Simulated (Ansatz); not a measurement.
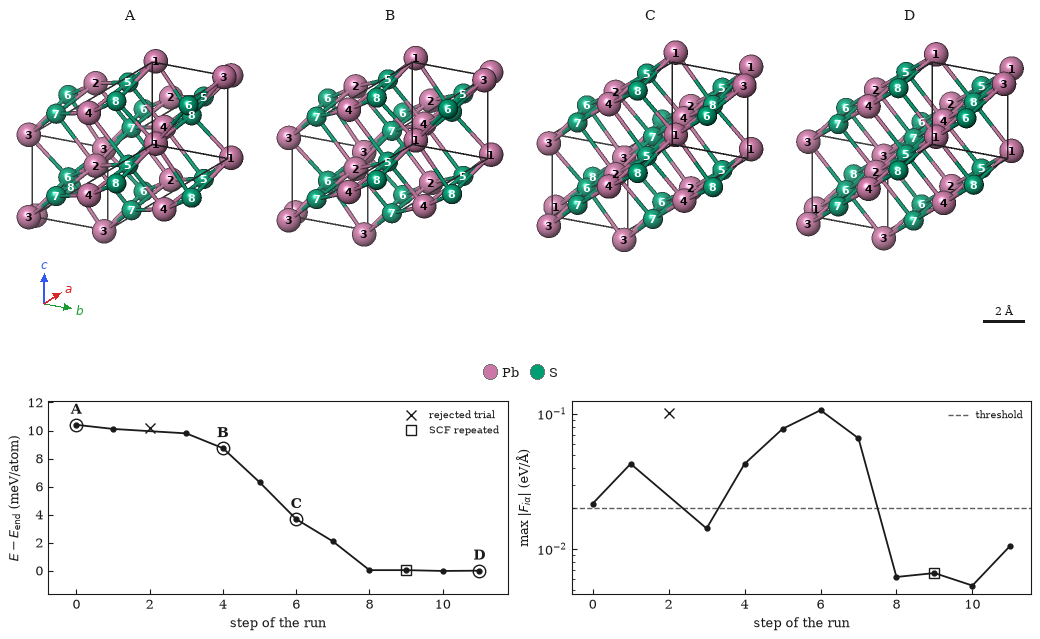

Frames of a relaxation of a crystal of PbS (set up in Pnma), marked on the history of the run. The picture is a ball-and-stick view of the cell of the calculation, seen from a free direction.

Method: DFT, r2SCAN, plane-wave PAW, default files, scalar-relativistic in Ansatz 0.2.0. (plane-wave cutoff 500 eV; k-point mesh 3 × 8 × 8; occupations fermi dirac; smearing width 0.01 eV; no spin polarisation; atoms relaxed in a fixed cell; force threshold 0.02 eV/Å; at most 60 steps)

Question: What happens along the run?

Answer: The largest moves, 0.64 Å, are those of S5, S6, S7 and S8. S5 goes in a general direction near +c. Largest moves by element: S 0.64 Å, Pb 0.35 Å. The lattice vectors keep their values. Among the contacts that change: Pb1–S6 3.416 → 3.020 Å, Pb1–S5 2.750 → 2.994 Å, Pb1–S8 3.188 → 2.993 Å, Pb1–S8 (another image) 2.843 → 3.017 Å. Among the angles between lasting bonds that change: Pb2–S6–Pb3 97.0° → 89.9°, Pb3–S6–Pb3 96.0° → 88.9°, S7–Pb2–S7 96.0° → 88.9°. The space group stays Pnma (No. 62). The energy falls by 10.4 meV per atom in 9 accepted moves (11 points after the start). The largest force component goes from 0.022 to 0.011 eV/Å. The line search rejected the trial step at point 2 of the run. 1 step only repeated the SCF at the same geometry. The forces were under the threshold at step 3, but the run went on from there. Cost: 28 min on 1 thread of Arm Neoverse N1, on a shared host, peak memory 1.3 GiB. From step 0 to 4: S atoms move most (0.17 Å), energy −1.7 meV per atom. From step 4 to 6: S atoms move most (0.35 Å), energy −5.1 meV per atom. From step 6 to 11: S atoms move most (0.13 Å), energy −3.7 meV per atom.

```csv
step,"E − E(0), meV/atom","largest force component, eV/Å",note
0,0.00,0.0217,
1,-0.29,0.0427,
2,-0.26,0.1010,rejected
3,-0.61,0.0142,
4,-1.67,0.0426,
5,-4.10,0.0773,
6,-6.73,0.1063,
7,-8.31,0.0659,
8,-10.37,0.0062,
9,-10.37,0.0066,"same geometry, SCF repeated"
10,-10.43,0.0054,
11,-10.41,0.0106,
```
